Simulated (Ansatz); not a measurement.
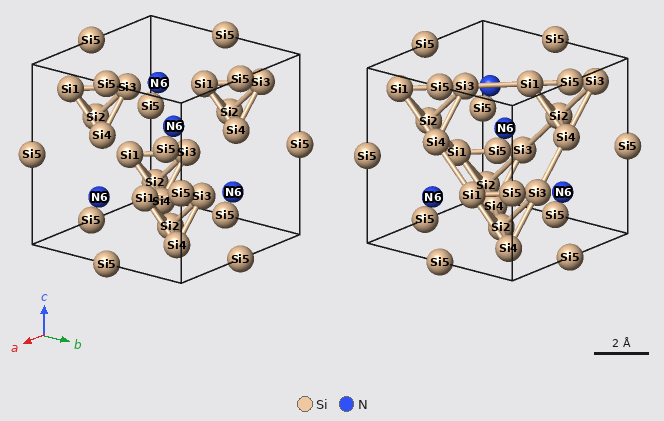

Two geometries of solid Si5N (a generated structure, set up in F-43m) (coarse preliminary run), drawn at one scale. One is the start of a relaxation, the other its converged end. A ball-and-stick model of the conventional cell (4 times the calculation's cell), seen from a free direction. Lengths and directions refer to the drawn axes.

Computed with Ansatz 0.2.0, DFT PBE, scalar-relativistic, plane waves, PAW. Settings: plane-wave cutoff 420 eV; k-point mesh 4 × 4 × 4; occupations gaussian; smearing width 0.1 eV; collinear spin; cell and atoms relaxed; force threshold 0.04 eV/Å; at most 70 steps.

Which geometry has the lower energy?

Answer. The right one is the relaxed one. The energy falls by 536 meV per atom in 4 accepted moves (5 points after the start). Largest force component: 4.4 eV/Å at the start, 0.0022 eV/Å at the end. The pressure goes from 10.09 to −0.07 GPa. At 1 point the geometry stayed and the basis and grid were re-selected for the new cell (energy shift of 0.6 meV per atom at most each time). The largest moves relative to the cell, 0.23 Å, are those of Si1, Si2, Si3 and Si4. Si3 goes along [−1 1 1]. N stays in place. Cell: a = b = c 7.186 → 6.987 Å (−2.8 %). Volume −8.1 %. Some distances before and after: Si1–Si2 2.919 → 2.457 Å, Si1–Si2 (another image) 2.162 → 2.484 Å. The space group stays F-43m (No. 216). The program noted that the starting moments weren't kept. The run took 36 s on 1 thread of Intel(R) Xeon(R) Processor @ 2.70GHz, with other jobs on the host, peak memory 0.36 GiB.
